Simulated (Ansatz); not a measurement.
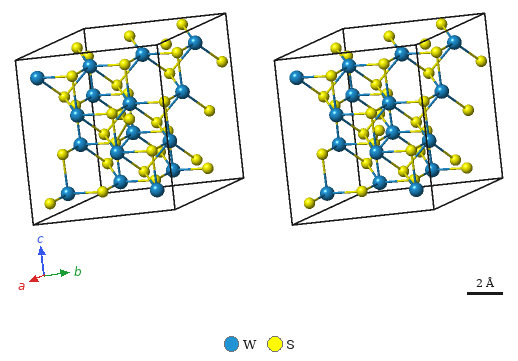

Two geometries of a defect cell of composition W16S33, drawn at one scale. One is the start of a relaxation, the other its converged end. A ball-and-stick model of the cell of the calculation (origin shifted), seen slightly off an axis.

All numbers below come from DFT PBE, scalar-relativistic, plane waves, PAW (Ansatz 0.2.0). Set-up: plane-wave cutoff 420 eV; k-point mesh 2 × 2 × 2; occupations gaussian; smearing width 0.01 eV; mesh shifted by (0.5, 0.5, 0.5); no spin polarisation; atoms relaxed in a fixed cell; force threshold 0.025 eV/Å; at most 45 steps.

**Which of the two is the end point?**

The right one is the relaxed one. Case: S interstitial, charge +0, atoms relaxed at the host's cell. An S atom moves most: 0.89 Å along [1 −2 −2]. By element the largest moves are S 0.89 Å, W 0.07 Å. The cell stays as it was. Some distances before and after: S–S 2.504 → 3.154 Å, S–S 2.512 → 1.940 Å, W–W 3.188 → 3.258 Å, W–W 3.188 → 3.154 Å. Bond angles that change, for instance: W–S–S 114.5° → 128.1°, W–S–S 136.8° → 128.4°, S–W–S 81.0° → 77.6°. After 6 geometry steps the energy has fallen by 1.588 eV per cell of the calculation. Largest force component: 2.8 eV/Å at the start, 0.01 eV/Å at the end.
